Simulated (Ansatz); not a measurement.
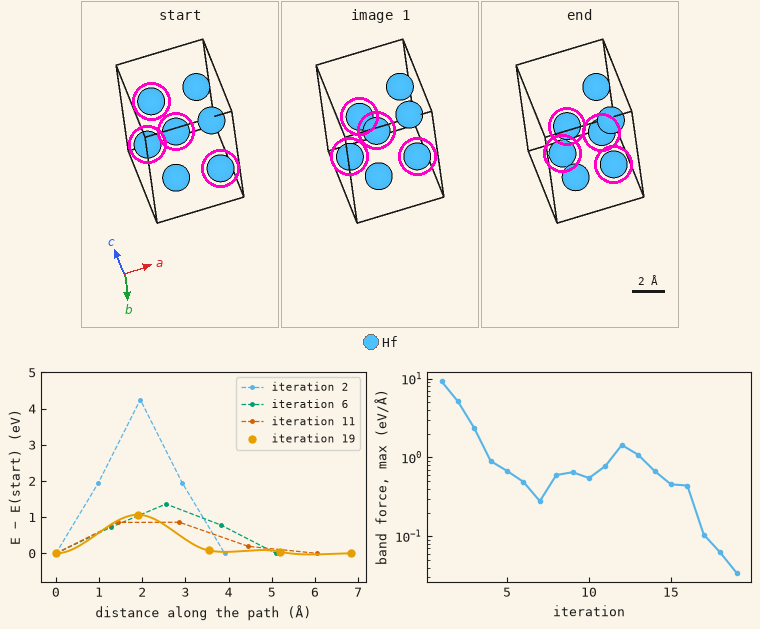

A nudged-elastic-band calculation for a defect cell of composition Hf with a Hf vacancy (7 atoms in the cell). Images are numbered from 0 (start) to 4 (end). The plot follows the band through its iterations. Style: spheres-only. Shown: the simulation cell (origin moved), from a free direction. The atoms that move most are ringed.

Method: DFT, PAW plane waves, PBE (Ansatz). Settings: plane-wave cutoff 420 eV; k-point mesh 3 × 3 × 3; cold smearing 0.15 eV; 3 movable images; climbing image; force threshold 0.05 eV/Å; iteration limit 40.

### How did the profile develop, and is the result final?

The run is converged, with reservations. The band converged in 19 iterations. The largest component of the band force went from 9.3 to 0.034 eV/Å. The climbing image converged on the top of the path. Its curvatures weren't checked. The first iteration put the highest image at 7.86 eV. The barrier is about 1.07 eV in both directions, with image 1 at the top; the ends have the same energy.

Limits of the set-up: the periodic images lie only 6.3 Å apart, so the values are limited by the cell's size.

The run took 9.1 min on 4 threads of Intel(R) Xeon(R) 6975P-C (Granite Rapids), with other jobs on the host, peak memory 1.8 GiB.
